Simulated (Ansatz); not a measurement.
System: TaN.

Input file:

```
crystal:
  lattice:
    - [0.0, -2.2081122572, -2.2081122572]
    - [0.0, 2.2081122572, -2.2081122572]
    - [4.4162245144, 0.0, 0.0]
  atoms:
    - { symbol: Ta, position: [0.524274768, 0.475725232, -0.0136772867] }
    - { symbol: Ta, position: [-0.024274768, 0.024274768, 0.5136772867] }
    - { symbol: "N", position: [0.4729406873, 0.5270593127, 0.4690912453] }
    - { symbol: "N", position: [0.0270593127, -0.0270593127, 0.0309087547] }
basis:
  ecutwfc: 520.0
kpoints:
  mp_grid: { grid: [14, 14, 10] }
hamiltonian:
  xc: pbe
  pseudopotentials: { kind: paw, azcp: { folder: soft_1 } }
scf:
  occupations: { method: gaussian, width: 0.15 }
output:
  forces: true
  stress: true
  eigenvalues: true
  write_density: true
  write_potential: true
  elf: true
  volumetric_format: npy
relax:
  adjacent_minimum: "off"
  f_tol: 0.01
  max_steps: 50
```

Run with:

```sh
ansatz run input.yaml --threads 2 --pin off --max-ram 4096MiB --backend cpu --events-out ev --progress --plain --runs-dir out
```

Below, planes, directions and counts refer to the conventional cell (a = 4.42 Å, b = 4.42 Å, c = 4.42 Å, α = 90.00°, β = 90.00°, γ = 90.00°).

The fields are those of the run's last geometry, not of the input's.

Space group C2/m; PAW files of the earlier set (soft_1).

Method: DFT PBE, scalar-relativistic, plane waves, PAW (Ansatz).

Predict the valence pseudo-density and electron localisation function between the atoms.

Answer. Ta–N (2.19 Å): the density is about 0.57 e/Å³ at the midpoint; the ELF peaks at about 0.85 in the valence shell of N, 0.6 Å from its nucleus, and is about 0.15 at the midpoint (no localised pair shows between them).
Ta–N (2.24 Å): ρ is about 0.5 e/Å³ halfway; the ELF peaks at about 0.80 in the valence shell of N, 0.6 Å from its nucleus, and is about 0.15 at the midpoint (no shared electron pair shows on this line).
Ta–Ta (2.97 Å): ρ at the midpoint is about 0.27 e/Å³; the ELF is about 0.25 at the midpoint: no shared electron pair shows on this line.

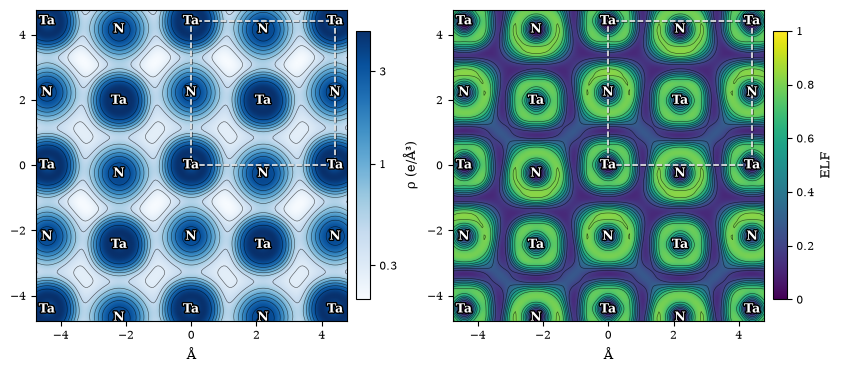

Computed valence pseudo-density and electron localisation function on the (100) plane of the conventional cell, in this order. 

In a PAW calculation such maps are meaningful between the atoms, not at the nuclei.
